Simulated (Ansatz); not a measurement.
# CHF₃: molecular dynamics

The run: molecular dynamics of CHF₃. Method and program: RKS r2SCAN-rvv10/def2-SVP (Ansatz 0.2.0).

The geometry comes from this level: PBE0-D4/def2-TZVP.

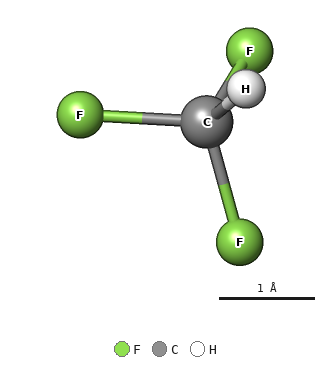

Fig. 1: The input geometry (ball-and-stick view, seen at a tilt). Bond lengths as drawn: C–F 1.33 Å and C–H 1.09 Å.

## Input file
```yaml
crystal:
  periodic: [false, false, false]
  atoms:
    - {symbol: F, position_ang: [-0.668654, -0.329700, 1.079191]}
    - {symbol: C, position_ang: [0.019501, 0.056359, 0.006823]}
    - {symbol: F, position_ang: [1.047346, -0.773770, -0.157468]}
    - {symbol: F, position_ang: [-0.772567, -0.035087, -1.059417]}
    - {symbol: H, position_ang: [0.374374, 1.082208, 0.130871]}
basis:
  gaussian: {orbitals: def2-SVP}
hamiltonian: {xc: {name: r2SCAN}, dispersion: rvv10}
md: {timestep: 1 fs, n_steps: 20, ensemble: nve, temperature: 1500, initial_velocities: maxwell_boltzmann, seed: 569}
```

Machine: 4 threads of Arm Neoverse V2, 23 GiB of memory available, shared host.

Launch command:
```bash
ansatz run in.yaml --threads 4 --pin off --events-out ev --progress --plain --max-ram 10444MiB
```

## Log
```
Functional definition: r2SCAN+rVV10
  name "r2SCAN+rVV10"
  cite "Furness, Kaplan, Ning, Perdew & Sun, J. Phys. Chem. Lett. 11, 8208 (2020) doi:10.1021/acs.jpclett.0c02405"
  cite "Furness, Kaplan, Ning, Perdew & Sun, J. Phys. Chem. Lett. 11, 9248 (2020) doi:10.1021/acs.jpclett.0c03077"
  cite "Vydrov & Van Voorhis, J. Chem. Phys. 133, 244103 (2010) doi:10.1063/1.3521275"
  cite "Sabatini, Gorni & de Gironcoli, Phys. Rev. B 87, 041108(R) (2013) doi:10.1103/PhysRevB.87.041108"
  cite "Ning et al., Phys. Rev. B 106, 075422 (2022) doi:10.1103/PhysRevB.106.075422"
  parent "r2scan"
  parameter k0 = 0.174
  parameter k1 = 0.065
  parameter a1 = 4.9479
  exchange = r2scan_x(k0 = k0, k1 = k1, a1 = a1)
  correlation = r2scan_c + rvv10(11.95, 0.0093)
660 factors; their error is unknown
mean field evaluation 1: about -9190.0868 eV, gradient 3.2e1 eV
mean field evaluation 2: about -9188.8172 eV, gradient 4.3e1 eV
mean field evaluation 4: about -9191.4325 eV, gradient 7.6e-1 eV
mean field evaluation 8: about -9191.3922 eV, gradient 1.1e-2 eV
mean field -9191.39221769 eV, -337.7774338507 hartree, gradient 2.2e-5 eV, S^2 0.000000; 0 other end points of the search recorded, 0 dependent functions left out
the calculation of the forces begins
reference -9191.39222154 eV, -337.7774339923 hartree; 17, 17 occupied and 44, 44 virtual orbitals, 660 factors
md step     0: t =     0.00 fs  T =  1500.0 K  F+E_penalty+E_count = -9191.39221769 eV  E_kin = 0.581670 eV  conserved = -9190.81054770 eV  (25 SCF iters)
these checks for a lower state are left out or cut short: starts, cluster_reference, orbital_swaps, neighbouring_geometries, increment
660 factors; their error is unknown
mean field evaluation 16: about -9191.4113 eV, gradient 1.4e-2 eV
mean field -9191.37054166 eV, -337.7766372713 hartree, gradient 5.9e-6 eV, S^2 0.000000; 0 other end points of the search recorded, 0 dependent functions left out
[... from here on the field's lines of each further geometry are left out, up to the last ...]
md step     1: t =     1.00 fs  T =  1445.5 K  F+E_penalty+E_count = -9191.37054166 eV  E_kin = 0.560517 eV  conserved = -9190.81002477 eV  (28 SCF iters)
md step     2: t =     2.00 fs  T =  1276.1 K  F+E_penalty+E_count = -9191.30298531 eV  E_kin = 0.494861 eV  conserved = -9190.80812427 eV  (28 SCF iters)
md step     3: t =     3.00 fs  T =  1061.9 K  F+E_penalty+E_count = -9191.21835183 eV  E_kin = 0.411783 eV  conserved = -9190.80656929 eV  (28 SCF iters)
md step     4: t =     4.00 fs  T =   864.6 K  F+E_penalty+E_count = -9191.14138889 eV  E_kin = 0.335266 eV  conserved = -9190.80612278 eV  (28 SCF iters)
md step     5: t =     5.00 fs  T =   703.3 K  F+E_penalty+E_count = -9191.07951744 eV  E_kin = 0.272736 eV  conserved = -9190.80678114 eV  (28 SCF iters)
md step     6: t =     6.00 fs  T =   556.6 K  F+E_penalty+E_count = -9191.02343559 eV  E_kin = 0.215847 eV  conserved = -9190.80758844 eV  (28 SCF iters)
md step     7: t =     7.00 fs  T =   403.7 K  F+E_penalty+E_count = -9190.96332712 eV  E_kin = 0.156540 eV  conserved = -9190.80678671 eV  (28 SCF iters)
md step     8: t =     8.00 fs  T =   281.2 K  F+E_penalty+E_count = -9190.91358581 eV  E_kin = 0.109026 eV  conserved = -9190.80455945 eV  (28 SCF iters)
md step     9: t =     9.00 fs  T =   261.5 K  F+E_penalty+E_count = -9190.90599626 eV  E_kin = 0.101423 eV  conserved = -9190.80457373 eV  (28 SCF iters)
md step    10: t =    10.00 fs  T =   340.9 K  F+E_penalty+E_count = -9190.93953624 eV  E_kin = 0.132197 eV  conserved = -9190.80733887 eV  (27 SCF iters)
md step    11: t =    11.00 fs  T =   426.8 K  F+E_penalty+E_count = -9190.97429876 eV  E_kin = 0.165489 eV  conserved = -9190.80881007 eV  (28 SCF iters)
md step    12: t =    12.00 fs  T =   459.9 K  F+E_penalty+E_count = -9190.98614380 eV  E_kin = 0.178330 eV  conserved = -9190.80781387 eV  (28 SCF iters)
md step    13: t =    13.00 fs  T =   466.6 K  F+E_penalty+E_count = -9190.98714403 eV  E_kin = 0.180944 eV  conserved = -9190.80619982 eV  (27 SCF iters)
md step    14: t =    14.00 fs  T =   503.6 K  F+E_penalty+E_count = -9191.00078591 eV  E_kin = 0.195288 eV  conserved = -9190.80549778 eV  (28 SCF iters)
md step    15: t =    15.00 fs  T =   596.6 K  F+E_penalty+E_count = -9191.03750539 eV  E_kin = 0.231336 eV  conserved = -9190.80616923 eV  (28 SCF iters)
md step    16: t =    16.00 fs  T =   719.0 K  F+E_penalty+E_count = -9191.08660228 eV  E_kin = 0.278826 eV  conserved = -9190.80777584 eV  (28 SCF iters)
md step    17: t =    17.00 fs  T =   813.0 K  F+E_penalty+E_count = -9191.12406614 eV  E_kin = 0.315280 eV  conserved = -9190.80878588 eV  (28 SCF iters)
md step    18: t =    18.00 fs  T =   849.6 K  F+E_penalty+E_count = -9191.13689727 eV  E_kin = 0.329439 eV  conserved = -9190.80745811 eV  (25 SCF iters)
md step    19: t =    19.00 fs  T =   878.8 K  F+E_penalty+E_count = -9191.14600013 eV  E_kin = 0.340767 eV  conserved = -9190.80523295 eV  (28 SCF iters)
the calculation of the forces begins
reference -9191.18236938 eV, -337.7697220674 hartree; 17, 17 occupied and 44, 44 virtual orbitals, 660 factors
660 factors; their error is unknown
mean field -9191.18236561 eV, -337.7697219290 hartree, gradient 1.1e-5 eV, S^2 0.000000; 1 other end points of the search recorded, 0 dependent functions left out
the calculation of the forces begins
reference -9191.18236938 eV, -337.7697220674 hartree; 17, 17 occupied and 44, 44 virtual orbitals, 660 factors
md step    20: t =    20.00 fs  T =   970.7 K  F+E_penalty+E_count = -9191.18236561 eV  E_kin = 0.376403 eV  conserved = -9190.80596307 eV  (25 SCF iters)
```

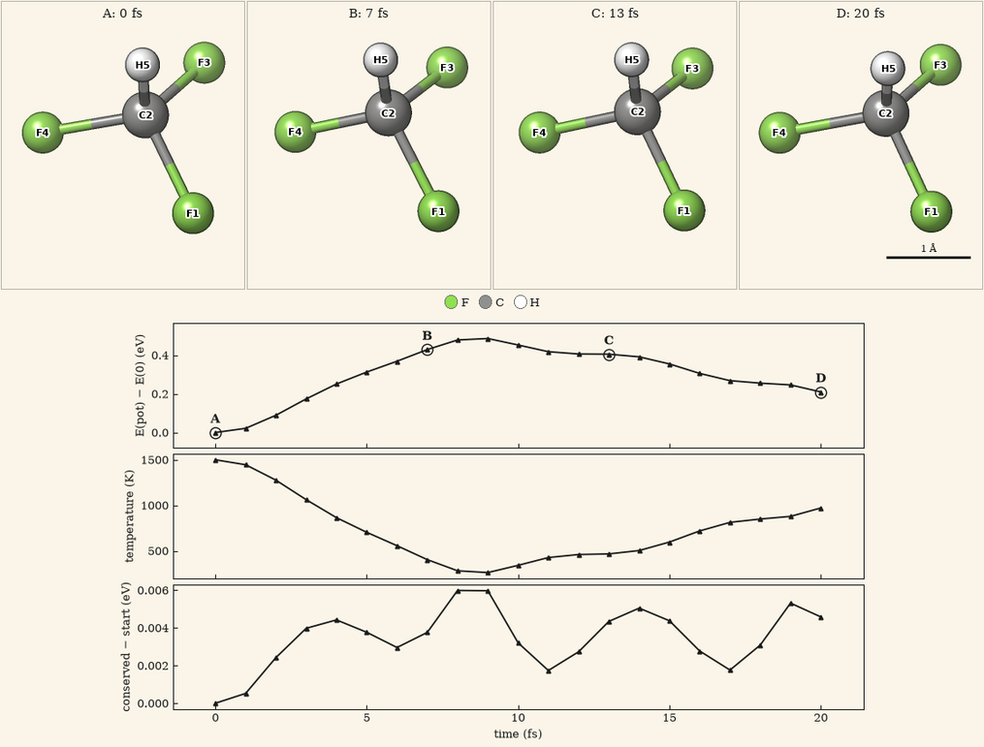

Fig. 2: Frames of the molecular dynamics (ball-and-stick, seen at a tilt) above the curves, on which the letters mark them. The trajectory kept here has 21 frames over 20 fs. The temperature starts at 1500 K, ranges from 262 to 1500 K and averages 639 K over the second half. The potential energy ends 0.210 eV above its first value. The conserved quantity stays within 0.006 eV. After an unweighted best fit of the last frame on the first, the root-mean-square displacement is 0.05 Å.

```
Total energy: -9191.18236938 eV, -337.7697220674 hartree
Atom 0 at    -0.651175    -0.333401     1.072172 Å, force    -0.676347    -0.042894     0.920440 eV/Å
Atom 1 at     0.045122     0.096663     0.047049 Å, force    -1.848557    -2.665762    -2.038129 eV/Å
Atom 2 at     1.015703    -0.771061    -0.157721 Å, force     1.096292     0.079033     0.059653 eV/Å
Atom 3 at    -0.774883    -0.059761    -1.083880 Å, force     0.952845     1.147830     1.446425 eV/Å
Atom 4 at     0.379683     1.085700     0.249692 Å, force     0.475767     1.481793    -0.388388 eV/Å
Dipole moment:     0.159163     0.332560     0.133477 e Å
```

## Trajectory as extended XYZ (Å, eV, eV/Å), 21 frames, from step=0 to step=20
```
5
Properties=species:S:1:pos:R:3:forces:R:3 step=0 time_fs=0.0 energy=-9191.39222 temperature=1500.0
F    -0.6687   -0.3297    1.0792   -0.1032  -0.0550   0.1630
C     0.0195    0.0564    0.0068   -0.0663  -0.1913  -0.0233
F     1.0473   -0.7738   -0.1575    0.1570  -0.1224  -0.0245
F    -0.7726   -0.0351   -1.0594   -0.1189  -0.0105  -0.1612
H     0.3744    1.0822    0.1309    0.1313   0.3792   0.0460
5
Properties=species:S:1:pos:R:3:forces:R:3 step=1 time_fs=1.0 energy=-9191.37054 temperature=1445.5
F    -0.6649   -0.3336    1.0730   -0.1850   0.1368   0.3273
C     0.0154    0.0638    0.0007    0.6116   0.5270   0.5192
F     1.0360   -0.7726   -0.1572    0.4811  -0.1591  -0.0484
F    -0.7628   -0.0389   -1.0485   -0.7213   0.0088  -0.8970
H     0.3834    1.1182    0.1090   -0.1863  -0.5135   0.0990
5
Properties=species:S:1:pos:R:3:forces:R:3 step=2 time_fs=2.0 energy=-9191.30299 temperature=1276.1
F    -0.6613   -0.3374    1.0670   -0.2738   0.3230   0.5025
C     0.0117    0.0716   -0.0050    1.2260   0.9687   1.0708
F     1.0249   -0.7716   -0.1569    0.8175  -0.1908  -0.0684
F    -0.7534   -0.0428   -1.0380   -1.3616   0.0292  -1.6857
H     0.3907    1.1492    0.0881   -0.4082  -1.1302   0.1808
5
Properties=species:S:1:pos:R:3:forces:R:3 step=3 time_fs=3.0 energy=-9191.21835 temperature=1061.9
F    -0.6579   -0.3411    1.0613   -0.3662   0.5013   0.6878
C     0.0090    0.0803   -0.0099    1.7060   1.0609   1.5900
F     1.0142   -0.7706   -0.1567    1.1650  -0.2184  -0.0832
F    -0.7447   -0.0466   -1.0284   -2.0001   0.0542  -2.4777
H     0.3940    1.1694    0.0689   -0.5047  -1.3980   0.2831
5
Properties=species:S:1:pos:R:3:forces:R:3 step=4 time_fs=4.0 energy=-9191.14139 temperature=864.6
F    -0.6546   -0.3445    1.0559   -0.4573   0.6694   0.8795
C     0.0077    0.0898   -0.0134    1.9925   0.8015   2.0169
F     1.0041   -0.7698   -0.1565    1.5179  -0.2427  -0.0920
F    -0.7370   -0.0504   -1.0201   -2.5802   0.0889  -3.1990
H     0.3925    1.1762    0.0525   -0.4729  -1.3172   0.3946
5
Properties=species:S:1:pos:R:3:forces:R:3 step=5 time_fs=5.0 energy=-9191.07952 temperature=703.3
F    -0.6515   -0.3476    1.0509   -0.5419   0.8251   1.0714
C     0.0080    0.0999   -0.0154    2.0265   0.1829   2.2837
F     0.9948   -0.7690   -0.1564    1.8663  -0.2616  -0.0940
F    -0.7306   -0.0541   -1.0134   -3.0384   0.1441  -3.7667
H     0.3865    1.1705    0.0398   -0.3125  -0.8905   0.5057
5
Properties=species:S:1:pos:R:3:forces:R:3 step=6 time_fs=6.0 energy=-9191.02344 temperature=556.6
F    -0.6487   -0.3503    1.0465   -0.6160   0.9648   1.2561
C     0.0100    0.1102   -0.0155    1.7725  -0.7836   2.3390
F     0.9865   -0.7684   -0.1563    2.1971  -0.2712  -0.0899
F    -0.7258   -0.0578   -1.0086   -3.3187   0.2344  -4.1096
H     0.3775    1.1562    0.0319   -0.0349  -0.1444   0.6045
5
Properties=species:S:1:pos:R:3:forces:R:3 step=7 time_fs=7.0 energy=-9190.96333 temperature=403.7
F    -0.6462   -0.3524    1.0428   -0.6786   1.0814   1.4263
C     0.0133    0.1198   -0.0138    1.2738  -1.9496   2.1731
F     0.9792   -0.7680   -0.1562    2.4959  -0.2691  -0.0812
F    -0.7226   -0.0614   -1.0059   -3.3912   0.3715  -4.1921
H     0.3682    1.1405    0.0299    0.3000   0.7658   0.6739
5
Properties=species:S:1:pos:R:3:forces:R:3 step=8 time_fs=8.0 energy=-9190.91359 temperature=281.2
F    -0.6441   -0.3541    1.0397   -0.7319   1.1649   1.5769
C     0.0177    0.1279   -0.0103    0.6892  -2.9228   1.8263
F     0.9732   -0.7676   -0.1562    2.7501  -0.2579  -0.0707
F    -0.7212   -0.0647   -1.0053   -3.2621   0.5549  -4.0247
H     0.3617    1.1321    0.0342    0.5546   1.4609   0.6921
5
Properties=species:S:1:pos:R:3:forces:R:3 step=9 time_fs=9.0 energy=-9190.90600 temperature=261.5
F    -0.6424   -0.3551    1.0375   -0.7794   1.2057   1.7043
C     0.0226    0.1336   -0.0053    0.2164  -3.2383   1.3728
F     0.9686   -0.7675   -0.1562    2.9507  -0.2446  -0.0610
F    -0.7214   -0.0678   -1.0067   -2.9691   0.7692  -3.6553
H     0.3605    1.1377    0.0453    0.5815   1.5080   0.6391
5
Properties=species:S:1:pos:R:3:forces:R:3 step=10 time_fs=10.0 energy=-9190.93954 temperature=340.9
F    -0.6410   -0.3555    1.0361   -0.8218   1.2023   1.8044
C     0.0278    0.1368    0.0008   -0.0769  -2.8088   0.8861
F     0.9655   -0.7674   -0.1563    3.0913  -0.2339  -0.0535
F    -0.7231   -0.0705   -1.0100   -2.5641   0.9897  -3.1472
H     0.3650    1.1578    0.0624    0.3715   0.8507   0.5103
5
Properties=species:S:1:pos:R:3:forces:R:3 step=11 time_fs=11.0 energy=-9190.97430 temperature=426.8
F    -0.6401   -0.3553    1.0356   -0.8557   1.1611   1.8720
C     0.0328    0.1376    0.0076   -0.2768  -2.0106   0.4104
F     0.9640   -0.7674   -0.1564    3.1662  -0.2239  -0.0478
F    -0.7261   -0.0727   -1.0150   -2.0978   1.1925  -2.5615
H     0.3729    1.1860    0.0844    0.0642  -0.1191   0.3268
5
Properties=species:S:1:pos:R:3:forces:R:3 step=12 time_fs=12.0 energy=-9190.98614 temperature=459.9
F    -0.6396   -0.3545    1.0361   -0.8773   1.0908   1.9025
C     0.0376    0.1369    0.0147   -0.4814  -1.2682  -0.0360
F     0.9641   -0.7676   -0.1565    3.1707  -0.2090  -0.0422
F    -0.7302   -0.0743   -1.0212   -1.6124   1.3596  -1.9492
H     0.3815    1.2131    0.1095   -0.1996  -0.9732   0.1249
5
Properties=species:S:1:pos:R:3:forces:R:3 step=13 time_fs=13.0 energy=-9190.98714 temperature=466.6
F    -0.6395   -0.3532    1.0376   -0.8850   0.9976   1.8936
C     0.0421    0.1351    0.0218   -0.7199  -0.7900  -0.4443
F     0.9658   -0.7679   -0.1567    3.1024  -0.1841  -0.0349
F    -0.7352   -0.0752   -1.0284   -1.1393   1.4814  -1.3490
H     0.3882    1.2308    0.1359   -0.3582  -1.5049  -0.0654
5
Properties=species:S:1:pos:R:3:forces:R:3 step=14 time_fs=14.0 energy=-9191.00079 temperature=503.6
F    -0.6399   -0.3514    1.0400   -0.8795   0.8849   1.8456
C     0.0459    0.1327    0.0285   -0.9797  -0.6237  -0.8080
F     0.9691   -0.7682   -0.1568    2.9623  -0.1464  -0.0248
F    -0.7407   -0.0753   -1.0363   -0.6993   1.5555  -0.7868
H     0.3914    1.2342    0.1616   -0.4039  -1.6703  -0.2260
5
Properties=species:S:1:pos:R:3:forces:R:3 step=15 time_fs=15.0 energy=-9191.03751 temperature=596.6
F    -0.6407   -0.3491    1.0434   -0.8632   0.7545   1.7610
C     0.0490    0.1299    0.0346   -1.2485  -0.7733  -1.1292
F     0.9738   -0.7687   -0.1570    2.7553  -0.0963  -0.0116
F    -0.7465   -0.0747   -1.0445   -0.3028   1.5848  -0.2762
H     0.3908    1.2215    0.1851   -0.3408  -1.4697  -0.3440
5
Properties=species:S:1:pos:R:3:forces:R:3 step=16 time_fs=16.0 energy=-9191.08660 temperature=719.0
F    -0.6420   -0.3464    1.0476   -0.8391   0.6085   1.6439
C     0.0510    0.1263    0.0398   -1.5258  -1.2399  -1.4204
F     0.9800   -0.7692   -0.1571    2.4904  -0.0383   0.0039
F    -0.7525   -0.0732   -1.0530    0.0459   1.5740   0.1778
H     0.3869    1.1948    0.2054   -0.1714  -0.9043  -0.4052
5
Properties=species:S:1:pos:R:3:forces:R:3 step=17 time_fs=17.0 energy=-9191.12407 temperature=813.0
F    -0.6437   -0.3434    1.0527   -0.8093   0.4503   1.4986
C     0.0519    0.1218    0.0438   -1.8052  -1.9707  -1.6947
F     0.9875   -0.7697   -0.1573    2.1794   0.0194   0.0205
F    -0.7585   -0.0710   -1.0613    0.3461   1.5268   0.5757
H     0.3814    1.1595    0.2218    0.0890  -0.0259  -0.4000
5
Properties=species:S:1:pos:R:3:forces:R:3 step=18 time_fs=18.0 energy=-9191.13690 temperature=849.6
F    -0.6458   -0.3402    1.0586   -0.7742   0.2848   1.3289
C     0.0513    0.1157    0.0465   -2.0329  -2.7358  -1.9363
F     0.9960   -0.7702   -0.1575    1.8358   0.0651   0.0363
F    -0.7643   -0.0679   -1.0693    0.5979   1.4426   0.9191
H     0.3767    1.1239    0.2343    0.3734   0.9432  -0.3480
5
Properties=species:S:1:pos:R:3:forces:R:3 step=19 time_fs=19.0 energy=-9191.14600 temperature=878.8
F    -0.6483   -0.3368    1.0651   -0.7315   0.1178   1.1365
C     0.0490    0.1074    0.0476   -2.0847  -3.0900  -2.0761
F     1.0055   -0.7706   -0.1576    1.4717   0.0867   0.0495
F    -0.7698   -0.0642   -1.0769    0.8004   1.3174   1.2094
H     0.3756    1.0973    0.2435    0.5442   1.5680  -0.3194
5
Properties=species:S:1:pos:R:3:forces:R:3 step=20 time_fs=20.0 energy=-9191.18237 temperature=970.7
F    -0.6512   -0.3334    1.0722   -0.6763  -0.0429   0.9204
C     0.0451    0.0967    0.0470   -1.8486  -2.6658  -2.0381
F     1.0157   -0.7711   -0.1577    1.0963   0.0790   0.0597
F    -0.7749   -0.0598   -1.0839    0.9528   1.1478   1.4464
H     0.3797    1.0857    0.2497    0.4758   1.4818  -0.3884
```

## Key numbers

| quantity | value |
| --- | --- |
| outcome | finished |
| mean temperature over the second half | 639 K |
| trajectory | 20 steps, 20 fs |
| ensemble | nve |
| temperature in the input | 1500 K |
| time step | 1 fs |
| potential energy (last step) | −9191.1824 eV |
| SCF solution under orbital rotations (last step) | stable |
| largest force (length of the vector) (last step) | 3.831 eV/Å |
| dipole moment (last step) | 1.88 D |
| wall time | 22 s (CPU time 79 s) |
| peak memory | 0.12 GiB |

## Notes

So short a trajectory is not equilibrated.
